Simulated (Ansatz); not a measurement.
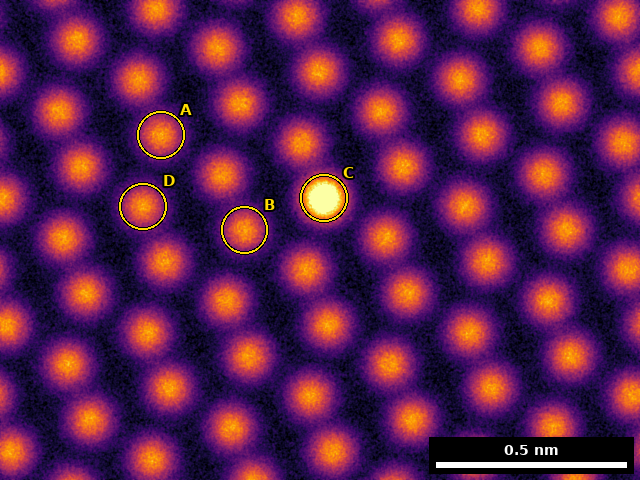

HAADF-like image of Ni (I4_1/amd, No. 141) along [111]. The image is simulated as a sum over atoms of Z^1.7, blurred by a 0.83 Å probe (no channelling). The display is stretched by a gamma of 0.65; percentages refer to the linear signal. Shot noise was added.

The sample is 3 repeats (10.1 Å) thick. One point defect was put into the perfect crystal, without relaxing the atoms around it. Brightness is counted from the darkest point of the image. Host structure: the end point of a relaxation with DFT PBE, scalar-relativistic, plane waves, PAW in Ansatz 0.2.0; the starting structure was generated, so it need not be a known form of this composition.

Which ringed column holds the defect, and does it scatter more or less than its equals?

C; it scatters more. The column holds 3 atoms (Ni) through the sample, and one Ni atom is replaced by Pt, so its peak rises to about 255 % of that of its equals.
